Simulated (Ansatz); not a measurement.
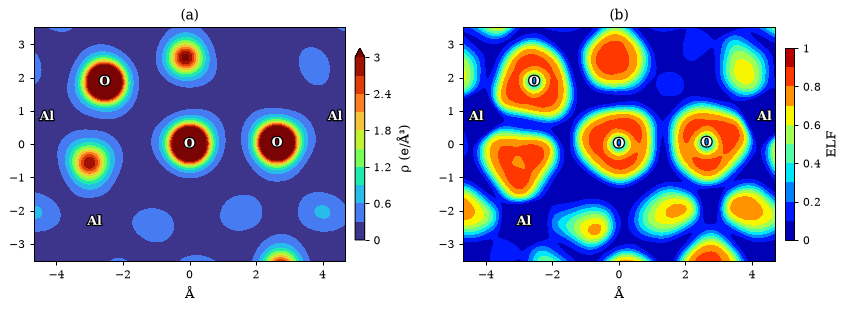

Figure. Al2O3. (a) valence electron density; (b) ELF on the (111) plane of the conventional cell.

Space group Pbcn; a structure from a database of computed crystals, not necessarily the ambient phase; computed pressure about −7 GPa in this cell.

Level of theory: DFT, r2SCAN, plane-wave PAW, default files, scalar-relativistic in Ansatz.

Read the bonding off the picture.

The section cuts through Al and O sites.
Atoms just off the plane (Al, 0.6 Å away and O, 0.5 Å away) can leave unmarked features too.
Al–O (1.93 Å): ρ at the midpoint is about 0.57 e/Å³; the ELF peaks at about 0.85 in the valence shell of O, 0.7 Å from its nucleus, and is about 0.80 at the midpoint.
Al–O (2.03 Å): ρ is about 0.46 e/Å³ halfway; the ELF peaks at about 0.85 in the valence shell of O, 0.7 Å from its nucleus, and is about 0.75 at the midpoint.
Between the atoms the lowest density in this plane is 0.07 e/Å³.

Does the calculation make it a metal, or give it a gap?

It is gapped, with a Kohn–Sham gap of 6.2 eV on the k-point mesh (the band edges may lie off the mesh, which would make the gap smaller).
